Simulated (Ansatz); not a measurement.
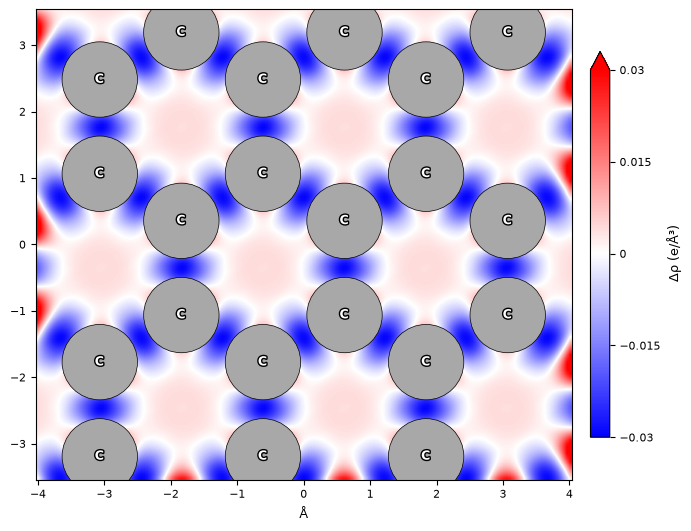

C. Difference of the valence pseudo-densities of two functionals at the same geometry, on the (001) plane of the calculation cell: one of PBE and r2SCAN less the other.

Both computed with Ansatz (plane waves, PAW), on the same k-point mesh. Grey discs cover the atomic cores.

```
CELL_PARAMETERS angstrom
2.12732 -1.22828 0.00000
2.12732 1.22828 0.00000
-1.37907 0.00000 3.50283
ATOMIC_POSITIONS crystal
C 0.16664 0.16664 0.99991
C 0.83336 0.83336 0.00009
```

### Which was subtracted from which, and what does the map show?

It is PBE less r2SCAN. Against r2SCAN, PBE gives less density around C (−0.006 e/Å³ on average at 0.8 Å from the nucleus) and a change of −0.030 e/Å³ at the midpoint of C–C.
